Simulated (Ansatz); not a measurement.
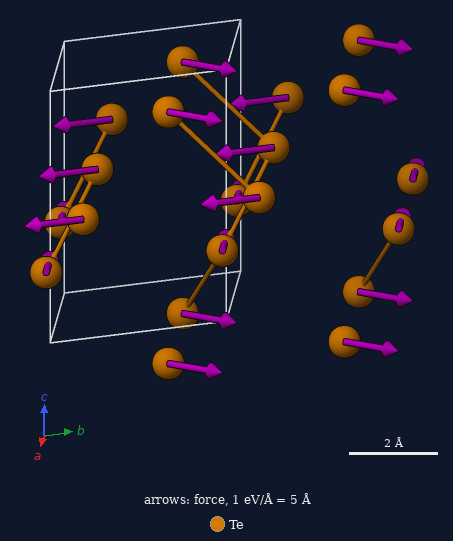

Starting geometry of crystalline Te (set up in P3_121) with the computed forces as purple arrows. Style: ball-and-stick. Shown: the cell of the calculation, repeated 2 × 2 × 1 with one cell outlined, from a free direction.

The run lets cell and atoms move.

The calculation used Ansatz, Kohn-Sham DFT of a periodic cell, HSE06, Ansatz PAW.

Input file:
```yaml
crystal:
  lattice:
    - [4.454, 0.0, 0.0]
    - [-2.227, 3.8572771485, 0.0]
    - [0.0, 0.0, 5.924]
  atoms:
    - { symbol: Te, position: [0.731, 0.731, 0.0] }
    - { symbol: Te, position: [0.0, 0.269, 0.6666666667] }
    - { symbol: Te, position: [0.269, 0.0, 0.3333333333] }
hamiltonian:
  xc: hse06
  pseudopotentials: { kind: paw }
kpoints:
  mp_grid: { grid: [4, 4, 3] }
scf:
  occupations: { method: fermi_dirac, width: 0.05 }
output:
  forces: true
  stress: true
relax:
  f_tol: 0.01
  max_steps: 40
  cell: { stress_tol: 0.05 }
```

Run as
```bash
ansatz run input.yaml --threads 2 --pin off --max-ram 5632MiB --backend cpu --events-out ev --progress --plain --runs-dir out
```

> Is this structure relaxed? If not, where do the atoms go?

It isn't relaxed: the largest force vector, on Te atoms, is 0.30 eV/Å. The atoms end up moving mostly along the starting forces (cosine between the two patterns 1.00). Over 5 accepted moves (6 points after the start) the energy falls by 19.2 meV per atom. The largest force component goes from 0.3 to 0.0013 eV/Å. Pressure: −0.17 GPa at the start and 0.00 GPa at the end. At 1 point the geometry stayed and the basis and grid were re-selected for the new cell (energy shift of 0.5 meV per atom at most each time). The largest moves relative to the cell, 0.11 Å, are those of Te atoms. The volume changes by +9.7 %, with a = b 4.454 → 4.734 Å (+6.3 %), c 5.924 → 5.755 Å (−2.9 %). Near-neighbour distances that change, for instance: Te–Te 2.865 → 2.786 Å. The space group stays P3_121 (No. 152). Cost: 3.1 min on 2 threads of Arm Neoverse V1 (shared host), peak memory 1.1 GiB.
